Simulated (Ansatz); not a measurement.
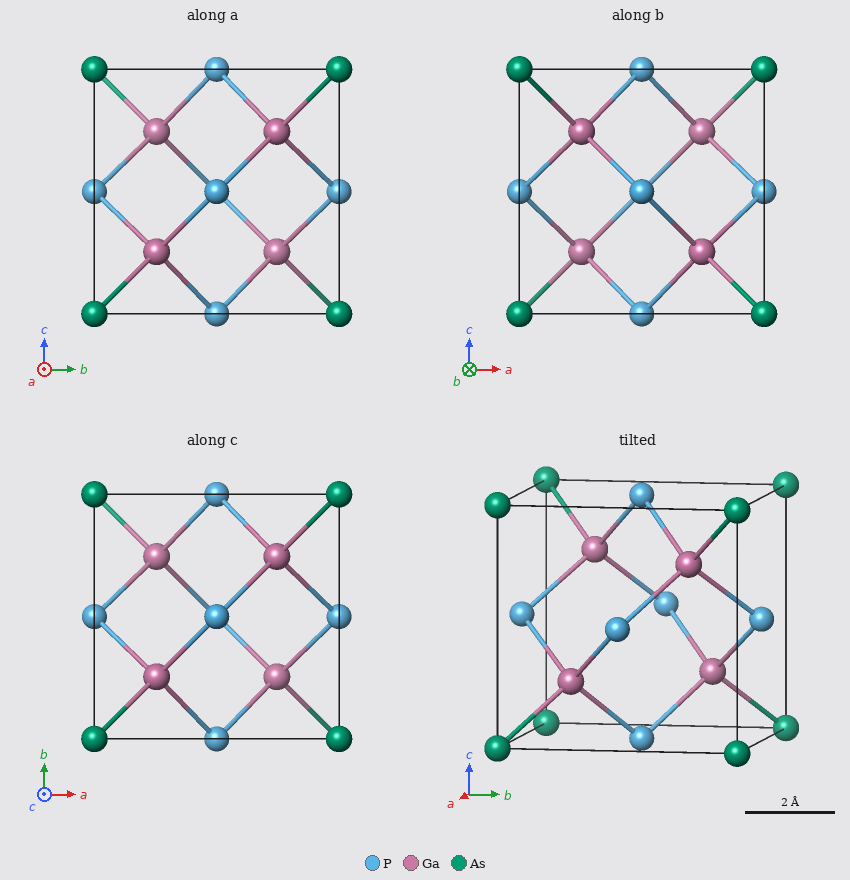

View along the a axis, along the b axis, along the c axis and slightly off an axis, drawn as a ball-and-stick model. Thin lines show the conventional unit cell, with boundary atoms drawn in all their periodic places.

Lattice parameters: a = 5.504 Å, b = 5.504 Å, c = 5.504 Å, α = 90.00°, β = 90.00°, γ = 90.00°.

From the views, write a table of Wyckoff sites, with free fractional coordinates to two decimals.

Answer. Space group P-43m (No. 215).
```json
{"atom": "P", "site": "3c", "x": "0.00", "y": "0.50", "z": "0.50"}
{"atom": "Ga", "site": "4e", "x": "0.75", "y": "0.25", "z": "0.25"}
{"atom": "As", "site": "1a", "x": "0.00", "y": "0.00", "z": "0.00"}
```

Starting structure: a structure type filled with these elements by a generator (whether the compound takes this form wasn't checked). Earlier steps of the study, as a rule a relaxation of our own, may have changed the cell and positions, so they can lie some per cent off the listed ones. Ansatz was used for an electronic-structure calculation on it.
